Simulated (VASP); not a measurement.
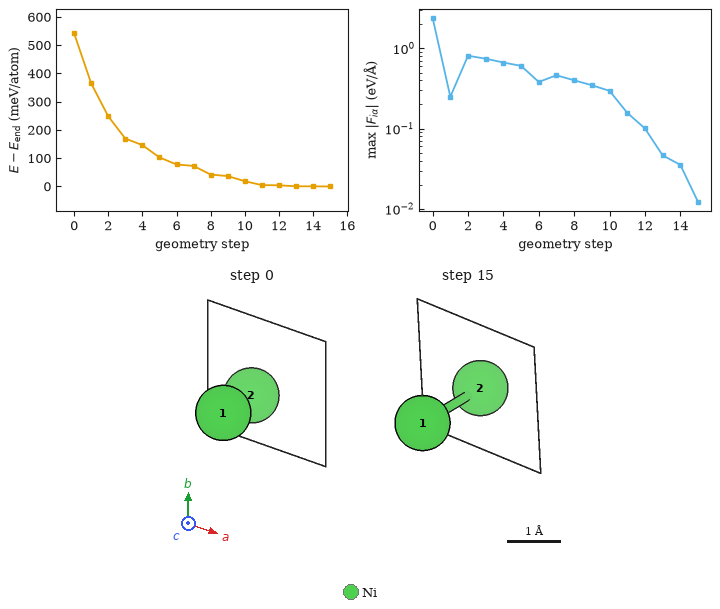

First and last geometry of a relaxation of crystalline Ni (set up in P-1), with the history of the run. A ball-and-stick model of the cell of the calculation, seen along the c axis.

The run lets cell and atoms move.

These are results of VASP 6.6.1, Kohn-Sham DFT of a periodic cell, PBE, VASP PAW PBE potentials, recommended, not measurements.

Input file:
```
PREC = Accurate
ENCUT = 600
EDIFF = 1E-6
ISMEAR = 1
SIGMA = 0.2
LREAL = F
LASPH = T
NELM = 120
ALGO = Normal
ISIF = 3
LWAVE = F
LCHARG = F
ISPIN = 2
MAGMOM = 1 1
LORBIT = 11
LMAXMIX = 4
GGA = PE
IBRION = 2
NSW = 60
EDIFFG = -0.01
```

Run as
```bash
cat potpaw_PBE.64/Ni/POTCAR > POTCAR
mpirun -np 1 vasp_std > vasp.out
```

**What do the curves and the structures tell?**

The run was cut off at its time limit before the relaxation converged, so the last structure is only a point on the way. The largest moves relative to the cell, 0.35 Å, are those of Ni1 and Ni2. Ni1 goes along [−1 −1 0]. Cell: a 2.397 → 2.425 Å (+1.2 %), b 2.397 → 2.424 Å (+1.2 %), c 3.914 → 4.099 Å (+4.7 %), γ 109.5° → 115.5°. Volume +2.6 %. Some distances before and after: Ni1–Ni2 2.902 → 2.426 Å, Ni1–Ni2 (another image) 2.047 → 2.425 Å, Ni1–Ni2 (another image) 2.068 → 2.425 Å, Ni1–Ni1 2.767 → 2.587 Å. The space group (tolerance 0.01 Å) goes from P-1 (No. 2) to Cmcm (No. 63). After 15 geometry steps the energy has fallen by 542 meV per atom. Largest force component: 2.4 eV/Å at the start, 0.012 eV/Å at the end. The pressure goes from 26.74 to −14.38 GPa.

| step | E − E(0), meV/atom | largest force component, eV/Å | pressure, GPa | volume, Å³/atom |
| --- | --- | --- | --- | --- |
| 0 | 0.00 | 2.3916 | 26.74 | 10.597 |
| 1 | -177.35 | 0.2498 | -19.01 | 13.387 |
| 2 | -294.03 | 0.8085 | -8.17 | 12.065 |
| 3 | -372.73 | 0.7433 | -1.10 | 11.372 |
| 4 | -396.02 | 0.6654 | 7.96 | 10.801 |
| 5 | -439.47 | 0.6052 | 6.87 | 10.774 |
| 6 | -464.56 | 0.3815 | 8.19 | 10.672 |
| 7 | -469.73 | 0.4619 | 7.32 | 10.705 |
| 8 | -500.45 | 0.3998 | -0.97 | 11.082 |
| 9 | -505.65 | 0.3472 | -5.88 | 11.358 |
| 10 | -523.83 | 0.2955 | -3.97 | 11.184 |
| 11 | -537.67 | 0.1576 | -0.27 | 10.918 |
| 12 | -538.30 | 0.1005 | 1.05 | 10.838 |
| 13 | -541.82 | 0.0465 | 0.12 | 10.878 |
| 14 | -542.00 | 0.0354 | -0.17 | 10.889 |
| 15 | -542.43 | 0.0123 | -14.38 | 10.875 |
